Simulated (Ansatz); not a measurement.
Single-point calculation, with input and output: Ta

System: Ta (P4/nmm, 2 atoms in the cell).
Method: DFT PBE, scalar-relativistic, plane waves, PAW, no spin polarisation (Ansatz 0.2.0).

The structure derives from a Materials Project entry. It belongs to a series of runs on one base structure; here: 2 of 2 H taken out, relaxed. Figures and captions count atoms from 1; the log counts them from 0 in places.

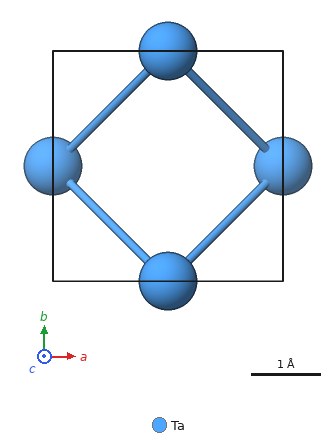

*The structure (ball-and-stick view of the cell of the calculation, along the c axis).*

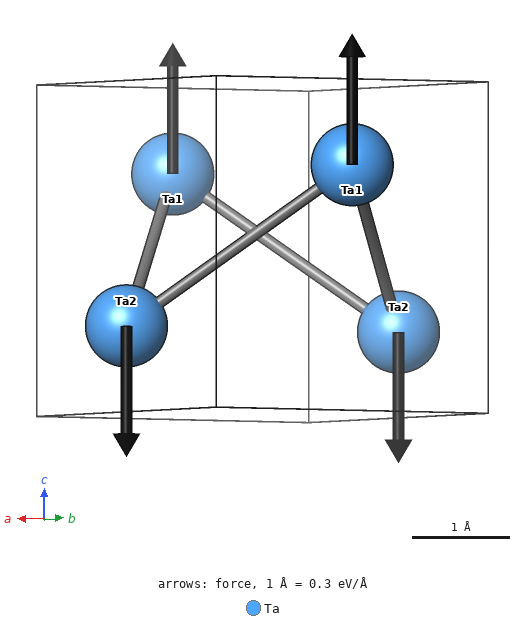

*Forces on the atoms as black arrows (ball-and-stick view of the cell of the calculation, seen at an oblique angle; atoms are numbered from 1 in the order of the input).*

The largest act on Ta1, Ta2 (0.41 eV/Å). The geometry is not a stationary point of this energy.

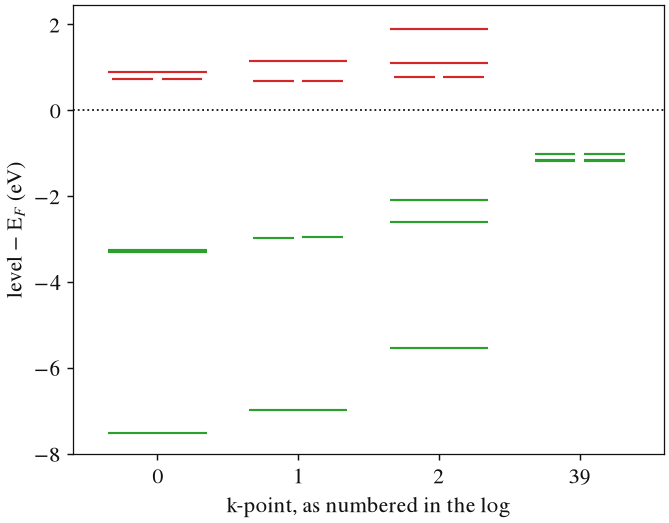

*Kohn–Sham levels near the Fermi level (dotted) at the few k-points that the log prints; levels within 0.02 eV of each other stand side by side.*

The system is metallic on the full mesh.

The input and output of the run follow.

The input:
```yaml
crystal:
  lattice:
    - [3.3768579753, 0.0, 0.0]
    - [0.0, 3.3768579753, 0.0]
    - [0.0, 0.0, 3.4360506628]
  atoms:
    - { symbol: Ta, position: [0.5, 0.0, 0.7407779287] }
    - { symbol: Ta, position: [0.0, 0.5, 0.2592220713] }
basis:
  ecutwfc: 420
kpoints:
  mp_grid: { grid: [6, 6, 6] }
hamiltonian:
  xc: pbe
scf:
  occupations: { method: gaussian, width: 0.1 }
output:
  forces: true
  stress: true
  eigenvalues: true
```

Launched with:
```bash
ansatz run input.yaml --threads 2 --pin off --max-ram 5120MiB --backend cpu --events-out ev --progress --plain --runs-dir out
```

Log:
```
Engine: ansatz 0.2.0, aarch64-unknown-linux-gnu
Pseudopotentials: kind: paw
Pseudopotential: Ta, paw, valence charge 13, recommended cutoff 420 eV (normal), Ta.paw.azcp
Functional definition: PBE
  parameter kappa = 0.804
  parameter beta = 0.06672455060314922
  exchange = pbe_x(kappa = kappa, mu = beta*pi^2/3)
  correlation = pbe_c(beta = beta)
Crystal: 2 atoms, lattice volume = 39.182 Å³
Basis set: ecut = 420 eV, 747 PW (Γ), exchange–correlation on 48×48×48 points (8 copies of the dense FFT grid, shifted against one another)
Bands: 17, of which v1, the nominal top of the filled ones, is band 13 counted from 1 (12 counted from 0)
Symmetry: 16 space group operations
Space group: P4/nmm (ITA 129), of the structure as read, at distance tolerance 3.4e-5 Å
k-points: 40 of 216
Non-local potential: Ta, projectors of the file, l = 0: 3, l = 1: 2, l = 2: 2, l = 3: 1
PAW form: soft (Blöchl's): semilocal exchange-correlation on the pseudo side does not see the compensation charge
PAW one-centre angular grid: Ta, 590 points (default); XC on 64 Gauss nodes
Initial density: superposition of atomic densities (neutral atoms: chi_scale 0, normalization atom), corrected by the library's trained network
Initial wavefunctions: pseudopotential atomic-orbital guess
Functional: x = pbe(κ = 0.804, μ = 0.2195149727645171), c = pbe(β = 0.06672455060314922)
SCF iter   1: F=—  HF=-19864.346821 eV  |F-HF|=—  |Δ(HF+E_count)|=         —  Δρ=2.00e-3  dr2=5.10e-4  ethr=1.77e-3  ⟨swp⟩=5.0  Hψ=3017  notcnv=0
preconditioner: auto → none  [metal: Δε(μ)=0.006 eV  Ē_g=4.605 eV  σ=0.100 eV  W_gap=0.03  n_scr=6 (ndim 8)  ℏωp=18.8 eV  f_vac=0.000  D(μ)=5.52/eV (n_scr^D=80)  sad-step TF]
SCF iter   2: F=—  HF=-19864.347395 eV  |F-HF|=—  |Δ(HF+E_count)|=   5.74e-4  Δρ=1.17e-3  dr2=1.96e-4  ethr=1.96e-6  ⟨swp⟩=2.5  Hψ=1494  notcnv=0
SCF iter   3: F=—  HF=-19864.347579 eV  |F-HF|=—  |Δ(HF+E_count)|=   1.83e-4  Δρ=3.16e-4  dr2=2.88e-5  ethr=7.55e-7  ⟨swp⟩=2.5  Hψ=1020  notcnv=0
SCF iter   4: F=—  HF=-19864.347589 eV  |F-HF|=—  |Δ(HF+E_count)|=   1.01e-5  Δρ=1.41e-4  dr2=3.71e-6  ethr=1.11e-7  ⟨swp⟩=2.7  Hψ=1128  notcnv=0
SCF iter   5: F=—  HF=-19864.347588 eV  |F-HF|=—  |Δ(HF+E_count)|=   7.98e-7  Δρ=2.17e-5  dr2=1.73e-7  ethr=1.43e-8  ⟨swp⟩=2.0  Hψ=1089  notcnv=0
SCF iter   6: F=-19864.347588 eV  HF=-19864.347588 eV  |F-HF|=1.31e-8  |Δ(HF+E_count)|=   2.22e-8  Δρ=5.61e-6  dr2=2.02e-8  ethr=3.85e-10  ⟨swp⟩=5.5  Hψ=2874  notcnv=0
SCF 1 converged in 6 iterations: F = -19864.347588 eV  dr2 = 2.02e-8
  greatest PAW one-centre occupation: 0.999 electrons in one spin orbital (limit 2), on the Ta atom at site 1 (counted from 0), in its partial waves of l = 0
SCF converged after 6 iterations
Free energy (F): -19864.347588 eV
Harris-Foulkes:  -19864.347588 eV  (|F-HF|=1.31e-8)
Internal energy: -19864.319983 eV  (E = F + TS)
E sigma→0 (E₀):  -19864.333785 eV
Entropy (-TS):   -0.027605 eV (-13.803 meV/atom)
Fermi energy:    16.875609 eV
--- Per-component energies (eV) ---
  E_band       = -253.128460
  E_kinetic    = 726.460979
  E_local      = -1191.814044  (includes V_loc(G=0)·N_el)
  E_nonlocal   = 28.002729
  E_hartree    = 407.238642
  E_xc         = -434.924122
  E_vxc        = -405.427646  (∫ρ·V_xc dr)
  E_paw        = -16792.370807  (= ΣΔE_a)
  E_vpaw       = -224.827813  (= ΣTr[D̂ρ^β])
  E_aug_tail   = 0.000285  (compensation charges beyond the density's cutoff)
  E_ewald      = -2606.913644
  E_smearing   = -0.027605  (= −TS)
  E_closure    = 0.000000  (closes the sum)
  Σ components = -19864.347588   (vs F -19864.347588, Δ=0.00e0)
--- Forces (eV/Å), atoms counted from 1 ---
  atom   1  Ta     0.00000000     0.00000000     0.40849205
  atom   2  Ta     0.00000000     0.00000000    -0.40849205
  max |Σ_I F_I| component: 5.55e-17 eV/Å
--- Stress (GPa, compression-positive) ---
      -10.507743       0.000000       0.000000
        0.000000     -10.507743       0.000000
        0.000000       0.000000     -12.180162
  P = ⅓ Tr σ = -11.0652 GPa (-110.652 kbar)
--- Band table (eV; the first three rows and the last of 40) ---
  k-point 0: bands = ["-50.3802", "-50.2394", "-17.0714", "-17.0427", "-17.0427", "-16.4253", "-16.4192", "-16.4192", "9.3544", "13.5777", "13.6071", "17.5983", "17.5983", "17.7686", "20.5119", "20.7085", "23.0739"]
  k-point 1: bands = ["-50.3700", "-50.2476", "-17.0633", "-17.0010", "-17.0010", "-16.5062", "-16.4588", "-16.4588", "9.8915", "13.9041", "13.9151", "17.5636", "17.5636", "18.0246", "19.6929", "20.9314", "21.2461"]
  k-point 2: bands = ["-50.3434", "-50.2703", "-17.0165", "-16.8889", "-16.8889", "-16.6969", "-16.5665", "-16.5665", "11.3459", "14.2615", "14.7735", "17.6504", "17.6504", "17.9709", "18.7608", "19.3763", "19.3763"]
  k-point 39: bands = ["-50.2949", "-50.2949", "-16.9357", "-16.9357", "-16.8607", "-16.8607", "-16.8088", "-16.8088", "15.7016", "15.7016", "15.7251", "15.7251", "15.8562", "15.8562", "21.4627", "21.4627", "21.6242"]
```

Key numbers:

| quantity | value |
| --- | --- |
| outcome | converged |
| space group (tolerance 0.01 Å) | P4/nmm (129) |
| electrons treated | 26 |
| free energy | −19864.3476 eV |
| Fermi energy | 16.876 eV |
| gap on the k-point mesh | none (metallic) |
| pressure | −11.07 GPa |
| largest force (length of the vector) | 0.408 eV/Å |
| hardware | 2 threads of Arm Neoverse V1, 24 GiB of memory available, shared host |
| wall time | 0.83 s (CPU time 1.5 s) |
| peak memory | 0.29 GiB |

Remarks:

Spin–orbit coupling is left out, which matters for Ta. The cell is under a tension of 11.1 GPa at this level, so it is not at its equilibrium volume.
